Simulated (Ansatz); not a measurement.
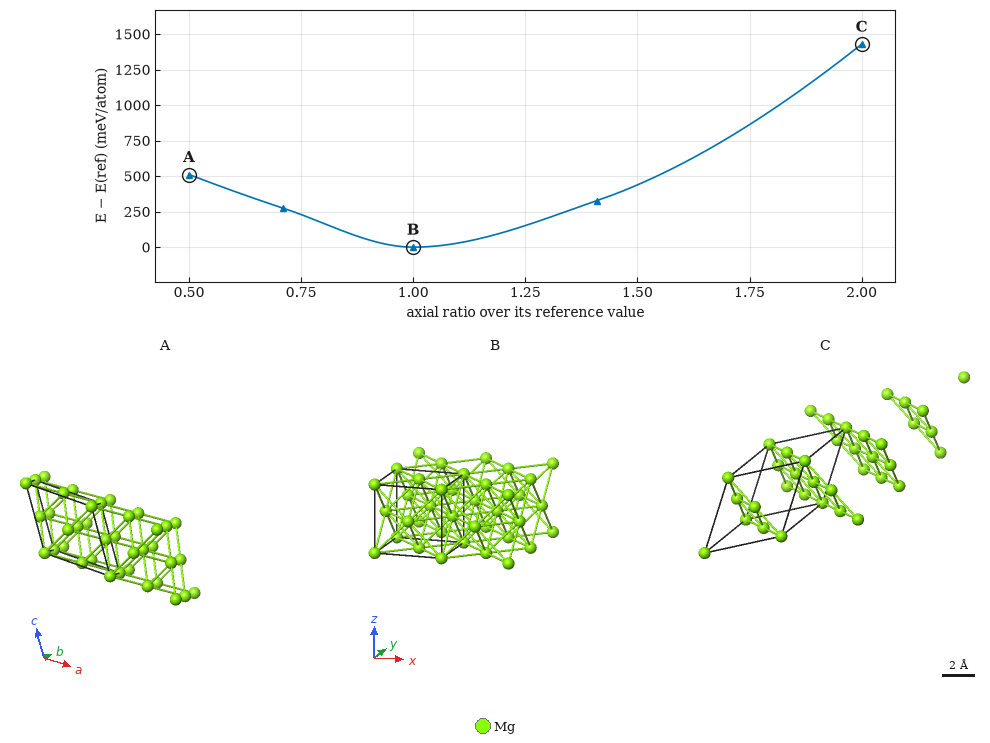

A crystal of Mg (Fm-3m): the ratio of the cell's length along [111] to its lengths across, counted as 1 for the reference, is changed at fixed volume (a trigonal path), with the atoms kept at their fractional coordinates. x, y and z are the Cartesian axes of the input. The lettered frames are marked on the plot. Style: ball-and-stick. Shown: the conventional cell (4 times the calculation's cell), repeated 2 × 2 × 1 with one cell outlined, slightly off an axis. Lengths and directions refer to the drawn axes.

The calculation used DFT r2SCAN, scalar-relativistic, plane waves, PAW in Ansatz. Settings: plane-wave cutoff 500 eV; k-point mesh 20 × 20 × 20; occupations gaussian; smearing width 0.15 eV; no spin polarisation. Energies (free energies at the smearing named) are counted from the cell as listed in its source, which wasn't relaxed.

### Describe the profile.

Of the computed points the lowest is at the relative ratio 1.00, 0 meV/atom. The end points stand at 511 meV/atom (0.50) and 1429 meV/atom (2.00). The distortion takes the space group from Fm-3m to R-3m, except for Pm-3m at 0.50. At the relative ratio 2.00 the cell of the drawing goes a 4.489 → 5.038 Å, b 4.489 → 5.038 Å, c 4.489 → 5.038 Å, α 90.0° → 60.0°, β 90.0° → 60.0°, γ 90.0° → 60.0°.

The computed points:

| axial ratio over its reference value | E − E(ref) (meV/atom) |
| --- | --- |
| 0.50 | 511 |
| 0.71 | 274 |
| 1.00 | 0 |
| 1.41 | 328 |
| 2.00 | 1429 |
